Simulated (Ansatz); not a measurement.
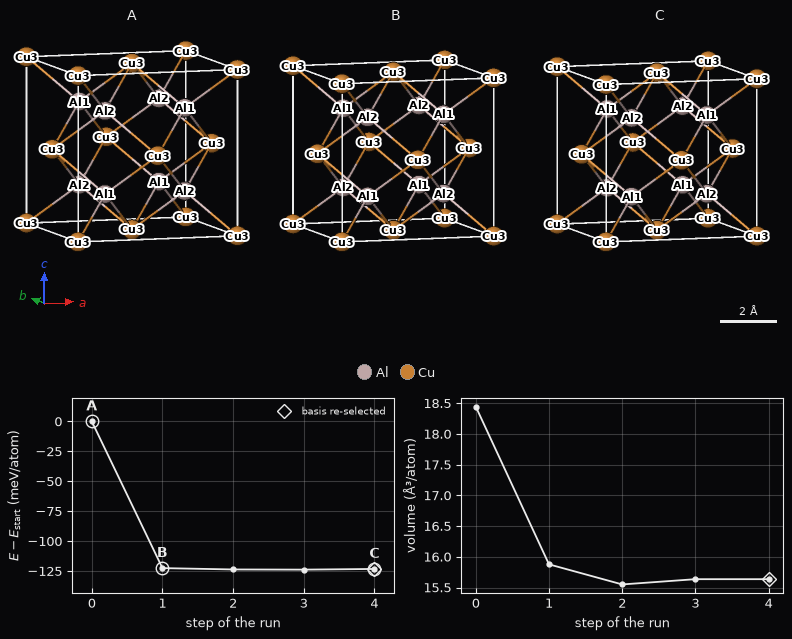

Frames of a relaxation of a crystal of Al₂Cu (a generated structure, set up in Fm-3m) (coarse preliminary run), marked on the history of the run. Style: ball-and-stick. Shown: the conventional cell (4 times the calculation's cell), slightly off an axis. Lengths and directions refer to the drawn axes.

Case: Au → Cu, In → Al on all its sites, cell and atoms relaxed.

Level of theory: DFT PBEsol, scalar-relativistic, plane waves, PAW (Ansatz). Settings: plane-wave cutoff 420 eV; k-point mesh 6 × 6 × 6; occupations gaussian; smearing width 0.1 eV; no spin polarisation; cell and atoms relaxed; force threshold 0.05 eV/Å; at most 60 steps.

> What happens along the run?

The atoms keep their places relative to the cell (all moves are under 0.005 Å). The drawn cell changes as follows: a = b = c 6.049 → 5.725 Å (−5.4 %); the volume changes by −15.2 %. Among the contacts that change: Al1–Cu3 2.619 → 2.479 Å. The space group stays Fm-3m (No. 225). The energy falls by 123 meV per atom in 3 accepted moves (4 points after the start). All forces vanish by symmetry, so only the cell relaxes. The pressure goes from −11.91 to −0.02 GPa. The SCF was repeated once at an unchanged geometry on a basis and grid sized afresh for the cell, which shifted the energy by 0.6 meV per atom at most. From step 0 to 1: volume −13.9 %, energy −122 meV per atom. From step 1 to 4: volume −1.5 %, energy −0.7 meV per atom.

```
step  E − E(0), meV/atom  pressure, GPa  volume, Å³/atom                      note
   0                0.00         -11.91           18.445                          
   1             -122.49          -1.57           15.877                          
   2             -123.61           0.59           15.550                          
   3             -123.75           0.00           15.636                          
   4             -123.19          -0.02           15.636  same geometry, new basis
```
